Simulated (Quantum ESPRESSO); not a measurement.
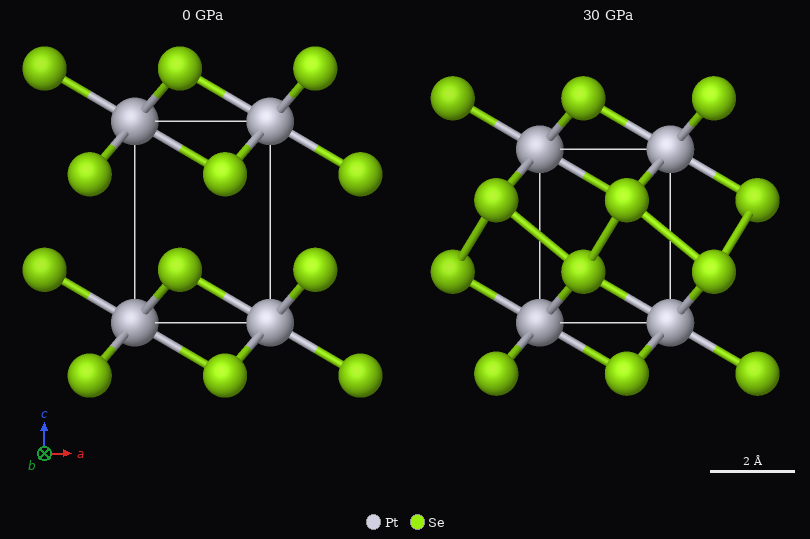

Solid PtSe₂ (set up in P-3m1), relaxed (cell and atoms) at several target pressures. The picture shows the first and the last member. A ball-and-stick model of the cell of the calculation, seen along the b axis.

Computed with Quantum ESPRESSO 7.5: PBEsol, GBRV 1.5 PBEsol. Set-up: plane-wave cutoff 707.5 eV; k-point mesh 8 × 8 × 5; occupations fermi-dirac; smearing width 0.05 eV; no spin polarisation.

| pressure (GPa) | volume (Å³/atom) | a (Å) | c (Å) |
| --- | --- | --- | --- |
| 0 | 19.710 | 3.757 | 4.838 |
| 2 | 19.114 | 3.746 | 4.719 |
| 5 | 18.489 | 3.730 | 4.604 |
| 10 | ? | ? | ? |
| 20 | 16.603 | 3.662 | 4.289 |
| 30 | 15.805 | 3.624 | 4.168 |

> Estimate the missing row from the others, and compare with the calculation.

Murnaghan's form V = V₀(1 + B′P/B₀)^(−1/B′), with V₀ = 19.710 Å³ from the row at zero pressure, fits the other rows with B₀ = 63.3 GPa and B′ = 6.31 (largest miss 0.037 Å³). At 10 GPa it gives 19.710 × (1 + 6.31 × 10/63.3)^(−1/6.31) = 17.664 Å³ per atom. The calculation gives 17.721 Å³/atom (a = 3.705 Å, c = 4.473 Å). The estimate is 0.057 Å³/atom too low. From the first member to the last: Se–Se 3.158 → 2.708 Å, Pt–Se 2.514 → 2.424 Å.

The whole series:

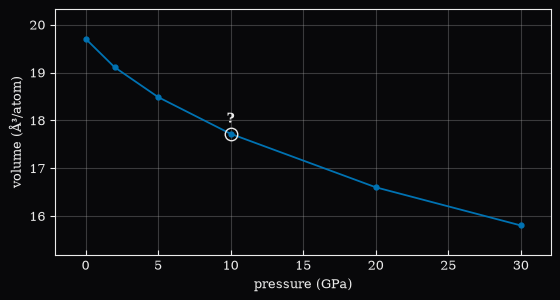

Each member starts from this one structure; whether another phase lies lower wasn't checked.

Limits of the set-up: layers or molecules are held without a dispersion correction, so their spacing is unreliable.
